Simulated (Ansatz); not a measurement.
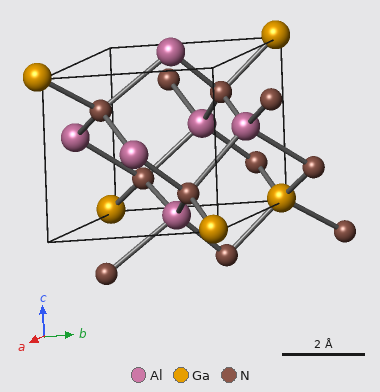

Crystalline Al₃GaN₄ (set up in P1), before the relaxation. A ball-and-stick model of the cell of the calculation, seen slightly off an axis.

Case: all atoms moved at random, sigma 0.15 Å for each component, cell strained at random, sigma 0.06; relaxed back.

Method: Ansatz, DFT r2SCAN, scalar-relativistic, plane waves, PAW.

Input file:
```yaml
crystal:
  lattice:
    - [4.5189047887, -0.1690931096, 0.20451932]
    - [-0.1690931096, 4.4118448446, 0.2445898397]
    - [0.20451932, 0.2445898397, 4.1495874821]
  atoms:
    - { symbol: Al, position: [0.4782276429, 0.5473330085, 0.0297291878] }
    - { symbol: Al, position: [0.4798079871, -0.0289368083, 0.5446886022] }
    - { symbol: Al, position: [0.0191738089, 0.5291405541, 0.5050573868] }
    - { symbol: Ga, position: [0.0339688809, -0.0149654858, 0.0196680633] }
    - { symbol: "N", position: [0.7854527633, 0.7446166369, 0.2075777772] }
    - { symbol: "N", position: [0.7366614798, 0.2291141271, 0.7413703764] }
    - { symbol: "N", position: [0.2642367536, 0.7459543496, 0.7296917268] }
    - { symbol: "N", position: [0.2024706835, 0.2477436179, 0.2222168796] }
basis:
  ecutwfc: 500
kpoints:
  mp_grid: { grid: [6, 6, 6] }
hamiltonian:
  xc: r2scan
scf:
  occupations: { method: gaussian, width: 0.05 }
output:
  forces: true
  stress: true
  eigenvalues: true
  write_density: true
  write_potential: true
  elf: true
  volumetric_format: npy
relax:
  adjacent_minimum: "off"
  f_tol: 0.01
  max_steps: 80
  cell: { stress_tol: 0.1 }
```

Run as
```bash
ansatz run input.yaml --threads 2 --pin off --max-ram 5120MiB --backend cpu --events-out ev --progress --plain --runs-dir out
```

**Predict the outcome.**

The largest moves relative to the cell, 0.28 Å, are those of N5 and N8. N8 goes roughly along [3 0 2]. By element the largest moves are N 0.28 Å, Al 0.26 Å, Ga 0.18 Å. The drawn cell changes as follows: a 4.527 → 4.401 Å (−2.8 %), b 4.422 → 4.401 Å (−0.5 %), c 4.162 → 4.401 Å (+5.7 %), α 83.6° → 90.0°, β 84.7° → 90.0°, γ 94.2° → 90.0°; the volume changes by +3.8 %. Among the contacts that change: Al2–N7 1.444 → 1.892 Å, Al1–N6 2.269 → 1.892 Å, Ga4–N5 1.576 → 1.948 Å, Al2–N5 2.246 → 1.892 Å. Bond angles that change, for instance: N5–Al1–N8 128.9° → 107.1°, Al3–N8–Ga4 128.8° → 108.3°, Al1–N8–Al3 91.7° → 110.6°. The space group (tolerance 0.01 Å) goes from P1 (No. 1) to P-43m (No. 215). After 6 accepted moves (8 points after the start) the energy has fallen by 8.809 eV per cell of the calculation. Largest force component: 14 eV/Å at the start, 0.00044 eV/Å at the end. Pressure: 37.44 GPa at the start and 0.00 GPa at the end. The SCF was repeated twice at an unchanged geometry on a basis and grid sized afresh for the cell, which shifted the energy by 5.9 meV per cell of the calculation at most.

The end point in the same view:

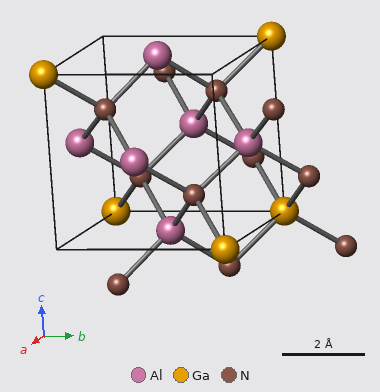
